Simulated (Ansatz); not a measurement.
Start from this file.

```
CELL_PARAMETERS angstrom
5.65556 0.00000 0.00000
0.00000 10.20417 0.00000
-2.82778 0.00000 2.82778
ATOMIC_POSITIONS crystal
Sn 0.36650 0.37500 0.49286
Sn 0.36650 0.62500 0.99286
O 0.94999 0.32863 0.07690
O 0.44999 0.17137 0.57690
O 0.36304 0.42137 0.97609
O 0.36304 0.57863 0.47609
Sn 0.86650 0.87500 0.49286
Sn 0.86650 0.12500 0.99286
O 0.44999 0.82863 0.07690
O 0.94999 0.67137 0.57690
O 0.86304 0.92137 0.97609
O 0.86304 0.07863 0.47609
```

**Work out the structure from the coordinates.**

The formula is SnO$_{2}$. The lattice is base-centred monoclinic and the space group Cc (No. 9). Content of the cell: 4 Sn, 8 O (Z = 4). Taking every contact within bonding distance, one finds Sn 5 and O 2 to 3 (mean 2.5).

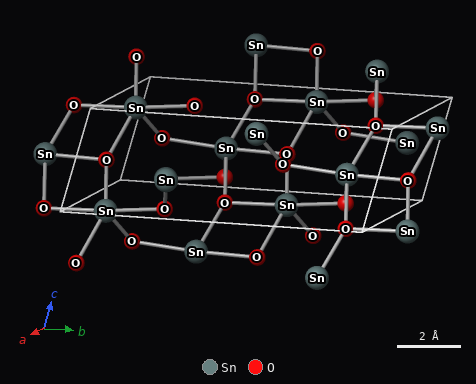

The image is a ball-and-stick drawing of a crystal, viewed slightly off an axis. The parallelepiped is the conventional unit cell. Bonded atoms from the next cells complete the picture. Colours: tin teal, oxygen red.

Starting structure: a structure listed in the Materials Project. The cell was then strained or its atoms displaced on purpose. It was run through Ansatz as a DFT input.

At this level of theory the run's own cell isn't at rest (compressed, at 19 GPa and forces up to 9.8 eV/Å), so its distances can differ from those at equilibrium, the more so the softer the solid.
